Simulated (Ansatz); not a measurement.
Run report: GaH$_{3}$N, geometry relaxation (part 1 of 3)

GaH$_{3}$N (20 atoms in the cell), computed with DFT PBEsol, scalar-relativistic, plane waves, PAW, no spin polarisation (Ansatz 0.2.0).

The structure derives from a Materials Project entry. It belongs to a series of runs on one base structure; here: wire along [0 0 1], 8 atoms a period, capped with H.

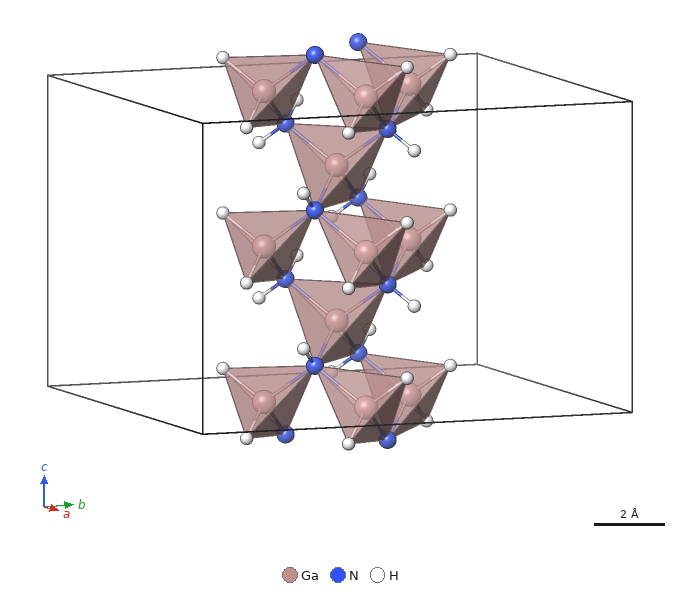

Figure 1. The starting structure (polyhedral view of the 2 repeat of the cell, with the vacuum cut short, seen slightly off an axis; polyhedra are completed across the faces of the cell). An atom can appear more than once, as a periodic image.

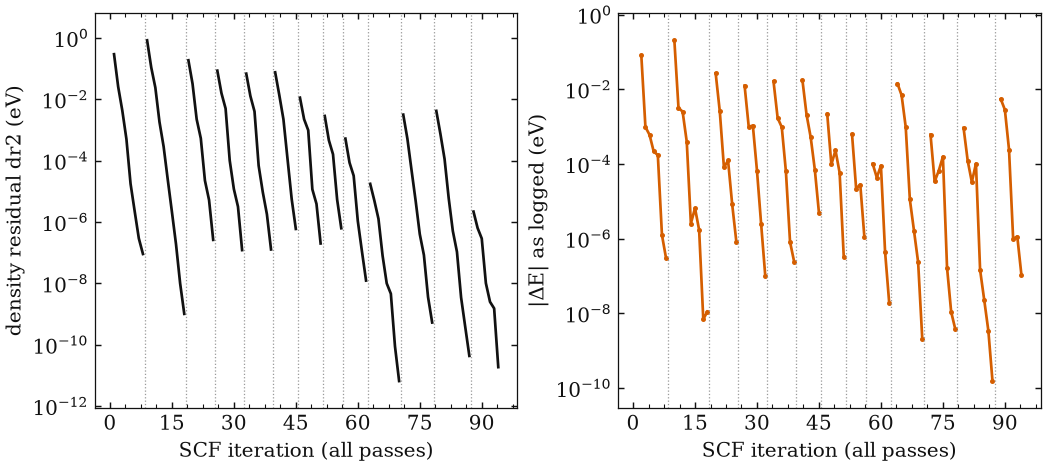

Figure 2. Convergence of the self-consistent field: density residual dr2 and size of the energy change against the SCF iteration. The dotted lines part the SCF passes of the relaxation: geometry steps, rejected trials and re-solves on a re-selected basis. The 13 passes take 5 to 10 iterations each, 94 in all.

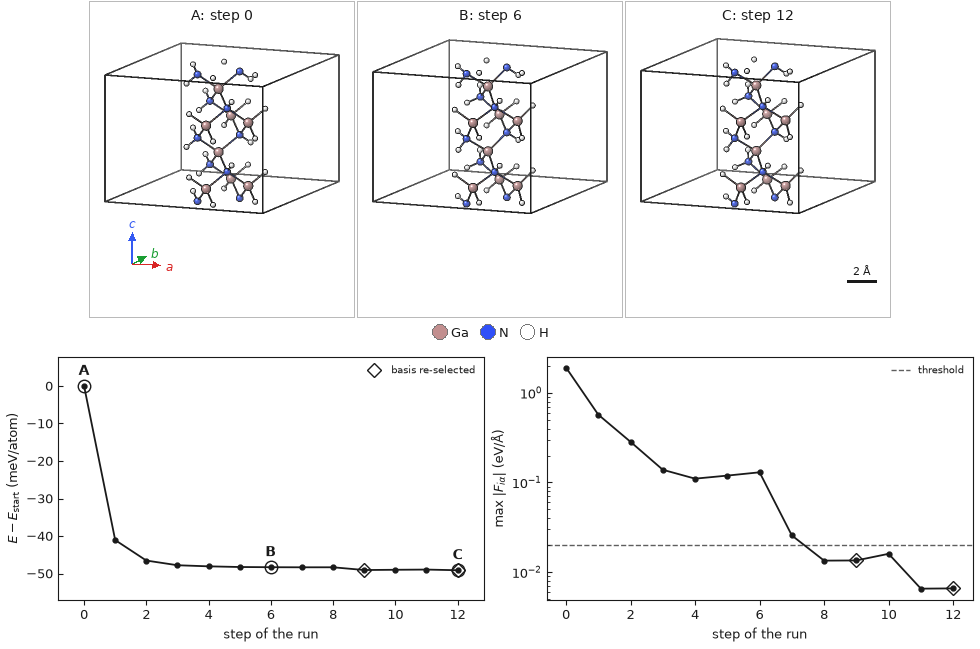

Figure 3. Frames of the relaxation (ball-and-stick view of the 2 repeat of the cell, with the vacuum cut short (origin shifted), with bonded neighbours outside it, seen slightly off an axis) above the curves, on which the letters mark them (the first geometry is step 0 here and step 1 in the log).

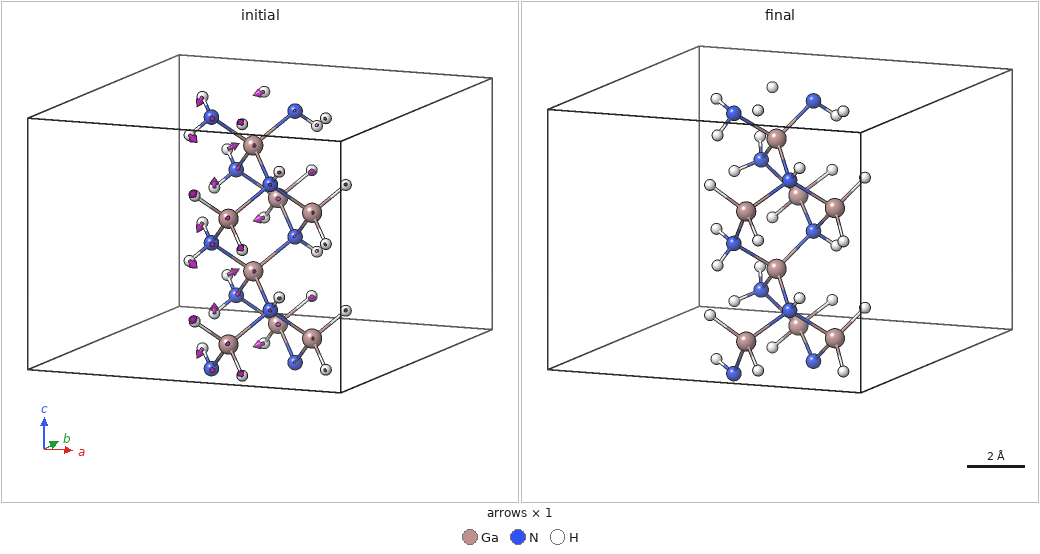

Figure 4. Before (left) and after (right) the relaxation, at one scale (ball-and-stick view of the 2 repeat of the cell, with the vacuum cut short (origin shifted), with bonded neighbours outside it, seen slightly off an axis). The pink arrows give the displacements (without the part carried along by the change of the cell), at true length. The largest moves relative to the cell, 0.50 Å, are those of H12 and H14. Largest moves by element: H 0.50 Å, N 0.22 Å, Ga 0.16 Å. Along the periodic axis the drawn cell goes c 8.996 → 9.309 Å (+3.5 %). Among the contacts that change: N2–Ga7 1.948 → 2.029 Å, Ga1–N5 1.948 → 1.995 Å, Ga4–N5 1.948 → 1.902 Å, Ga6–N8 1.948 → 1.966 Å. Among the angles that change: H9–Ga1–H10 109.5° → 124.0°, H18–Ga7–H19 109.5° → 123.0°, N5–Ga4–N8 109.5° → 119.9°. Over 10 geometry steps the energy falls by 48.9 meV per atom. The largest force component goes from 1.9 to 0.0066 eV/Å. 1 further SCF at an unchanged geometry re-selected the plane-wave basis for the new cell. The energy change given includes the shifts at the re-selections in mid-walk, which come without any move. A last SCF at the same geometry on a re-selected plane-wave basis shifts the energy by −0.2 meV per atom. (Atoms are counted from 1 in the order of the input.)

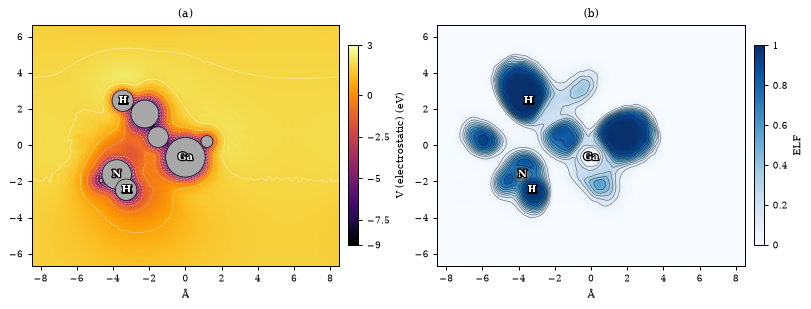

Figure 5. (a) electrostatic potential energy of an electron; (b) ELF on the (011̄) plane of the calculation cell, a cut from vacuum to vacuum. Grey discs, where drawn, cover atomic cores. The strong features right at Ga lie inside the PAW spheres (semicore, d or f shells) and say nothing about bonding. The fields are those of the smooth PAW valence density.

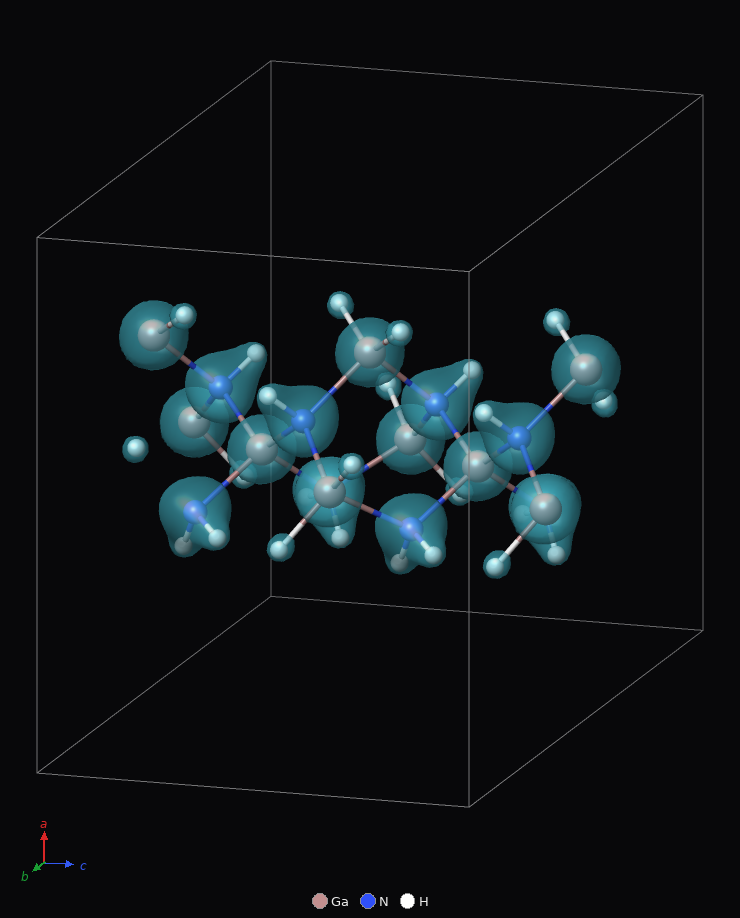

Figure 6. Isosurface of the valence electron density at 1 e/Å³ (cyan), seen from the side, at a tilt. Sticks mark near contacts. At this value the density breaks into separate islands; it holds about 60 % of the electrons treated as valence (semicore included). It is pinched off along the Ga–H (1.56 Å), Ga–N (1.90 Å) and Ga–N (1.96 Å) contacts. On the grid the lowest density along these lines, outside the cores, is 2.2 e/Å³ (N–H, 1.02 Å), 0.82 e/Å³ (Ga–H, 1.56 Å), 0.81 e/Å³ (Ga–N, 1.90 Å) and 0.72 e/Å³ (Ga–N, 1.96 Å).

The input and output of the run follow.

### Input
```yaml
crystal:
  lattice:
    - [13.9, 0.0, 0.0]
    - [0.0, 15.6, 0.0]
    - [0.0, 0.0, 4.4982301444]
  atoms:
    - { symbol: Ga, position: [0.6099327324, 0.5, 0.0] }
    - { symbol: "N", position: [0.3672224728, 0.5720870215, 0.25] }
    - { symbol: "N", position: [0.3672224728, 0.4279129785, 0.75] }
    - { symbol: Ga, position: [0.4481258927, 0.5, 0.5] }
    - { symbol: "N", position: [0.5290293125, 0.5720870215, 0.75] }
    - { symbol: Ga, position: [0.4481258927, 0.3558259569, 0.0] }
    - { symbol: Ga, position: [0.4481258927, 0.6441740431, 0.0] }
    - { symbol: "N", position: [0.5290293125, 0.4279129785, 0.25] }
    - { symbol: H, position: [0.6751442376, 0.5581051232, 0.2015103482] }
    - { symbol: H, position: [0.6751442376, 0.4418948768, 0.7984896518] }
    - { symbol: H, position: [0.3248557624, 0.5343371963, 0.1190824489] }
    - { symbol: H, position: [0.3248557624, 0.6098368468, 0.3809175511] }
    - { symbol: H, position: [0.3248557624, 0.4656628037, 0.8809175511] }
    - { symbol: H, position: [0.3248557624, 0.3901631532, 0.6190824489] }
    - { symbol: H, position: [0.5713960229, 0.6098368468, 0.6190824489] }
    - { symbol: H, position: [0.3829143874, 0.2977208337, 0.2015103482] }
    - { symbol: H, position: [0.5133373979, 0.2977208337, 0.7984896518] }
    - { symbol: H, position: [0.3829143874, 0.7022791663, 0.7984896518] }
    - { symbol: H, position: [0.5133373979, 0.7022791663, 0.2015103482] }
    - { symbol: H, position: [0.5713960229, 0.3901631532, 0.3809175511] }
basis:
  ecutwfc: 420
kpoints:
  mp_grid: { grid: [1, 1, 7] }
hamiltonian:
  xc: pbesol
scf:
  occupations: { method: gaussian, width: 0.05 }
output:
  forces: true
  stress: true
  eigenvalues: true
  populations: true
  write_density: true
  write_potential: true
  elf: true
  volumetric_format: npy
relax:
  adjacent_minimum: "off"
  f_tol: 0.02
  max_steps: 45
  cell: { fix: [a, b, alpha, beta, gamma], stress_tol: 0.03 }
```

Run as:
```bash
ansatz run input.yaml --threads 4 --pin off --max-ram 11264MiB --backend cpu --events-out ev --progress --plain --runs-dir out
```

### Log
```
Engine: ansatz 0.2.0, x86_64-unknown-linux-gnu
Pseudopotentials: kind: paw
Pseudopotential: Ga, paw, valence charge 13, recommended cutoff 420 eV (normal), Ga.paw.azcp
Pseudopotential: N, paw, valence charge 5, recommended cutoff 420 eV (normal), N.paw.azcp
Pseudopotential: H, paw, valence charge 1, recommended cutoff 420 eV (normal), H.paw.azcp
Functional definition: PBEsol
  exchange = pbesol_x
  correlation = pbesol_c
Crystal: 20 atoms, lattice volume = 975.396 Å³
Basis set: ecut = 420 eV, 19093 PW (Γ), exchange–correlation on 192×216×64 points (8 copies of the dense FFT grid, shifted against one another)
Bands: 62, of which v1, the nominal top of the filled ones, is band 42 counted from 1 (41 counted from 0)
Symmetry: 2 space group operations
Space group: P2 (ITA 3), of the structure as read, at distance tolerance 9.9e-5 Å
k-points: 4 of 7
Non-local potential: Ga, projectors of the file, l = 0: 2, l = 1: 2, l = 2: 3, l = 3: 1
Non-local potential: N, projectors of the file, l = 0: 2, l = 1: 2, l = 2: 1
Non-local potential: H, projectors of the file, l = 0: 2, l = 1: 1
PAW form: soft (Blöchl's): semilocal exchange-correlation on the pseudo side does not see the compensation charge
PAW frozen core: Ga, regenerated for the run's functional, and the local potential with it (the file was generated under x = pbe(κ = 0.804, μ = 0.2195149727645171), c = pbe(β = 0.06672455060314922))
PAW frozen core: N, regenerated for the run's functional, and the local potential with it (the file was generated under x = pbe(κ = 0.804, μ = 0.2195149727645171), c = pbe(β = 0.06672455060314922))
PAW one-centre angular grid: Ga, 590 points (default); XC on 64 Gauss nodes
PAW one-centre angular grid: N, 110 points (default); XC on 64 Gauss nodes
PAW one-centre angular grid: H, 110 points (default); XC on 64 Gauss nodes
Initial density: superposition of atomic densities (neutral atoms: chi_scale 0, normalization atom), corrected by the library's trained network
Initial wavefunctions: pseudopotential atomic-orbital guess
Functional: x = pbesol(κ = 0.804, μ = 0.12345679012345678), c = pbesol(β = 0.046)
SCF iter   1: F=—  HF=-16677.774274 eV  |F-HF|=—  |Δ(HF+E_count)|=         —  Δρ=4.07e-3  dr2=2.95e-1  ethr=1.77e-3  ⟨swp⟩=7.0  Hψ=1258  notcnv=0  defer=11
preconditioner: auto → Resta (q_TF=auto, 1.813 Å⁻¹)  ε∞=1.5  [insulator: Δε(μ)=3.448 eV  Ē_g=15.892 eV  σ=0.050 eV  W_gap=1.00  n_scr=94 (ndim 8)  ℏωp=10.9 eV  f_vac=0.754  D(μ)=0.00/eV (n_scr^D=0)  ε∞_Penn≈1.5  vacuum switching on, ρ_ref=1.8e-2 e/Å³]
SCF iter   2: F=—  HF=-16677.692146 eV  |F-HF|=—  |Δ(HF+E_count)|=   8.21e-2  Δρ=1.63e-3  dr2=2.57e-2  ethr=3.51e-4  ⟨swp⟩=3.0  Hψ=416  notcnv=0  defer=52
SCF iter   3: F=—  HF=-16677.691170 eV  |F-HF|=—  |Δ(HF+E_count)|=   9.76e-4  Δρ=6.37e-4  dr2=4.30e-3  ethr=3.06e-5  ⟨swp⟩=2.0  Hψ=392  notcnv=0  defer=52
SCF iter   4: F=—  HF=-16677.691773 eV  |F-HF|=—  |Δ(HF+E_count)|=   6.03e-4  Δρ=2.34e-4  dr2=5.02e-4  ethr=5.12e-6  ⟨swp⟩=2.0  Hψ=389  notcnv=0  defer=52
SCF iter   5: F=—  HF=-16677.691989 eV  |F-HF|=—  |Δ(HF+E_count)|=   2.16e-4  Δρ=4.94e-5  dr2=1.76e-5  ethr=5.97e-7  ⟨swp⟩=2.0  Hψ=388  notcnv=0  defer=52
SCF iter   6: F=—  HF=-16677.692162 eV  |F-HF|=—  |Δ(HF+E_count)|=   1.73e-4  Δρ=1.72e-5  dr2=2.22e-6  ethr=2.10e-8  ⟨swp⟩=2.0  Hψ=408  notcnv=0  defer=52
SCF iter   7: F=—  HF=-16677.692163 eV  |F-HF|=—  |Δ(HF+E_count)|=   1.25e-6  Δρ=6.16e-6  dr2=2.92e-7  ethr=2.64e-9  ⟨swp⟩=2.0  Hψ=364  notcnv=0  defer=52
SCF iter   8: F=-16677.692163 eV  HF=-16677.692163 eV  |F-HF|=2.87e-8  |Δ(HF+E_count)|=   2.96e-7  Δρ=3.06e-6  dr2=9.04e-8  ethr=1.19e-10  ⟨swp⟩=27.5  Hψ=2418  notcnv=0
SCF 1 converged in 8 iterations: F = -16677.692163 eV  dr2 = 9.04e-8
  greatest PAW one-centre occupation: 0.996 electrons in one spin orbital (limit 2), on the Ga atom at site 3 (counted from 0), in its partial waves of l = 2
relax step   1: F+E_penalty+E_count = -16677.69216324 eV  Δ(F+E_penalty+E_count) = +0.000e0 eV  max|allowed force component| = 1.914e0 eV/Å  Δτ_max = 0.0000 Å  P = +0.456 GPa  Ω = 975.396 Å³  fix = [a, b, alpha, beta, gamma]  reactions: a +0.314, b +0.511 GPa; alpha +0.231 GPa/rad  (8 SCF iters, dr2 threshold 1.00e-7 eV, accepted)
Crystal: 20 atoms, lattice volume = 981.179 Å³
Basis set: ecut = 420 eV, 19233 PW (Γ), exchange–correlation on 192×216×64 points (8 copies of the dense FFT grid, shifted against one another)
Initial density: handed on by an earlier stage of this run
Initial wavefunctions: those handed on with the density
iter 1 solved again at ethr=9.95e-4 eV; its pass at ethr=3.10e-3 eV (dr2=8.35e-1 eV) is discarded
SCF iter   1: F=—  HF=-16678.725235 eV  |F-HF|=—  |Δ(HF+E_count)|=         —  Δρ=1.13e-2  dr2=8.39e-1  ethr=9.95e-4  ⟨swp⟩=4.2  Hψ=1278  notcnv=0
preconditioner: auto → Resta (q_TF=auto, 1.811 Å⁻¹)  ε∞=1.5  [insulator: Δε(μ)=3.500 eV  Ē_g=15.717 eV  σ=0.050 eV  W_gap=1.00  n_scr=94 (ndim 8)  ℏωp=10.9 eV  f_vac=0.756  D(μ)=0.00/eV (n_scr^D=0)  ε∞_Penn≈1.5  vacuum switching on, ρ_ref=1.8e-2 e/Å³]
SCF iter   2: F=—  HF=-16678.519067 eV  |F-HF|=—  |Δ(HF+E_count)|=   2.06e-1  Δρ=5.38e-3  dr2=1.10e-1  ethr=9.95e-4  ⟨swp⟩=4.2  Hψ=496  notcnv=0
SCF iter   3: F=—  HF=-16678.515866 eV  |F-HF|=—  |Δ(HF+E_count)|=   3.20e-3  Δρ=1.92e-3  dr2=2.40e-2  ethr=1.31e-4  ⟨swp⟩=2.0  Hψ=478  notcnv=0  defer=58
SCF iter   4: F=—  HF=-16678.513346 eV  |F-HF|=—  |Δ(HF+E_count)|=   2.52e-3  Δρ=6.06e-4  dr2=1.82e-3  ethr=2.86e-5  ⟨swp⟩=2.0  Hψ=374  notcnv=0  defer=58
SCF iter   5: F=—  HF=-16678.513741 eV  |F-HF|=—  |Δ(HF+E_count)|=   3.96e-4  Δρ=1.82e-4  dr2=2.88e-4  ethr=2.16e-6  ⟨swp⟩=2.0  Hψ=392  notcnv=0  defer=58
SCF iter   6: F=—  HF=-16678.513744 eV  |F-HF|=—  |Δ(HF+E_count)|=   2.54e-6  Δρ=5.51e-5  dr2=2.43e-5  ethr=3.43e-7  ⟨swp⟩=2.0  Hψ=351  notcnv=0  defer=58
SCF iter   7: F=—  HF=-16678.513750 eV  |F-HF|=—  |Δ(HF+E_count)|=   6.56e-6  Δρ=1.70e-5  dr2=2.19e-6  ethr=2.89e-8  ⟨swp⟩=2.0  Hψ=373  notcnv=0  defer=58
iter 8 did not close the SCF: its close was put off until two iterations running show no level that it waits for move by more than its bar (scf_convergence_deferred on its scf_iter line)
SCF iter   8: F=-16678.513752 eV  HF=-16678.513752 eV  |F-HF|=1.70e-7  |Δ(HF+E_count)|=   1.70e-6  Δρ=5.09e-6  dr2=1.89e-7  ethr=2.38e-9  ⟨swp⟩=23.2  Hψ=2465  notcnv=0
iter 9 did not close the SCF: its close was put off until two iterations running show no level that it waits for move by more than its bar (scf_convergence_deferred on its scf_iter line)
SCF iter   9: F=-16678.513752 eV  HF=-16678.513752 eV  |F-HF|=1.02e-8  |Δ(HF+E_count)|=   6.94e-9  Δρ=1.33e-6  dr2=9.93e-9  ethr=2.25e-10  ⟨swp⟩=10.2  Hψ=1703  notcnv=0
SCF iter  10: F=-16678.513752 eV  HF=-16678.513752 eV  |F-HF|=1.56e-9  |Δ(HF+E_count)|=   1.11e-8  Δρ=4.50e-7  dr2=1.01e-9  ethr=1.18e-11  ⟨swp⟩=7.2  Hψ=1466  notcnv=0
SCF 2 converged in 10 iterations: F = -16678.513752 eV  dr2 = 1.01e-9
[... from here on the iterations of each SCF are left out, up to the last one ...]
relax step   2: F+E_penalty+E_count = -16678.51375202 eV  Δ(F+E_penalty+E_count) = -8.216e-1 eV  max|allowed force component| = 5.708e-1 eV/Å  Δτ_max = 0.1950 Å  P = -0.007 GPa  Ω = 981.179 Å³  energy of the carried Pulay correction = -2.673e-3 eV  fix = [a, b, alpha, beta, gamma]  reactions: a -0.035, b +0.035 GPa; alpha +0.323 GPa/rad  (10 SCF iters, dr2 threshold 2.00e-6 eV, accepted)
Crystal: 20 atoms, lattice volume = 983.145 Å³
Basis set: ecut = 420 eV, 19257 PW (Γ), exchange–correlation on 192×216×64 points (8 copies of the dense FFT grid, shifted against one another)
preconditioner: auto → Resta (q_TF=auto, 1.811 Å⁻¹)  ε∞=1.5  [insulator: Δε(μ)=3.926 eV  Ē_g=15.654 eV  σ=0.050 eV  W_gap=1.00  n_scr=94 (ndim 8)  ℏωp=10.9 eV  f_vac=0.754  D(μ)=0.00/eV (n_scr^D=0)  ε∞_Penn≈1.5  vacuum switching on, ρ_ref=1.8e-2 e/Å³]
SCF 3 converged in 7 iterations: F = -16678.622912 eV  dr2 = 2.61e-7
relax step   3: F+E_penalty+E_count = -16678.62291188 eV  Δ(F+E_penalty+E_count) = -1.092e-1 eV  max|allowed force component| = 2.841e-1 eV/Å  Δτ_max = 0.1624 Å  P = -0.079 GPa  Ω = 983.145 Å³  energy of the carried Pulay correction = -3.579e-3 eV  fix = [a, b, alpha, beta, gamma]  reactions: a -0.102, b -0.065 GPa; alpha +0.096 GPa/rad  (7 SCF iters, dr2 threshold 2.00e-6 eV, accepted)
Crystal: 20 atoms, lattice volume = 984.833 Å³
Basis set: ecut = 420 eV, 19285 PW (Γ), exchange–correlation on 192×216×64 points (8 copies of the dense FFT grid, shifted against one another)
preconditioner: auto → Resta (q_TF=auto, 1.810 Å⁻¹)  ε∞=1.5  [insulator: Δε(μ)=4.139 eV  Ē_g=15.663 eV  σ=0.050 eV  W_gap=1.00  n_scr=94 (ndim 8)  ℏωp=10.8 eV  f_vac=0.755  D(μ)=0.00/eV (n_scr^D=0)  ε∞_Penn≈1.5  vacuum switching on, ρ_ref=1.8e-2 e/Å³]
SCF 4 converged in 7 iterations: F = -16678.647939 eV  dr2 = 1.21e-7
relax step   4: F+E_penalty+E_count = -16678.64793947 eV  Δ(F+E_penalty+E_count) = -2.503e-2 eV  max|allowed force component| = 1.386e-1 eV/Å  Δτ_max = 0.1000 Å  P = +0.038 GPa  Ω = 984.833 Å³  energy of the carried Pulay correction = -4.355e-3 eV  fix = [a, b, alpha, beta, gamma]  reactions: a +0.026, b +0.025 GPa; alpha -0.029 GPa/rad  (7 SCF iters, dr2 threshold 2.00e-6 eV, accepted)
Crystal: 20 atoms, lattice volume = 992.194 Å³
Basis set: ecut = 420 eV, 19413 PW (Γ), exchange–correlation on 192×216×64 points (8 copies of the dense FFT grid, shifted against one another)
preconditioner: auto → Resta (q_TF=auto, 1.808 Å⁻¹)  ε∞=1.5  [insulator: Δε(μ)=4.215 eV  Ē_g=15.639 eV  σ=0.050 eV  W_gap=1.00  n_scr=92 (ndim 8)  ℏωp=10.8 eV  f_vac=0.756  D(μ)=0.00/eV (n_scr^D=0)  ε∞_Penn≈1.5  vacuum switching on, ρ_ref=1.8e-2 e/Å³]
SCF 5 converged in 7 iterations: F = -16678.653795 eV  dr2 = 1.27e-7
```
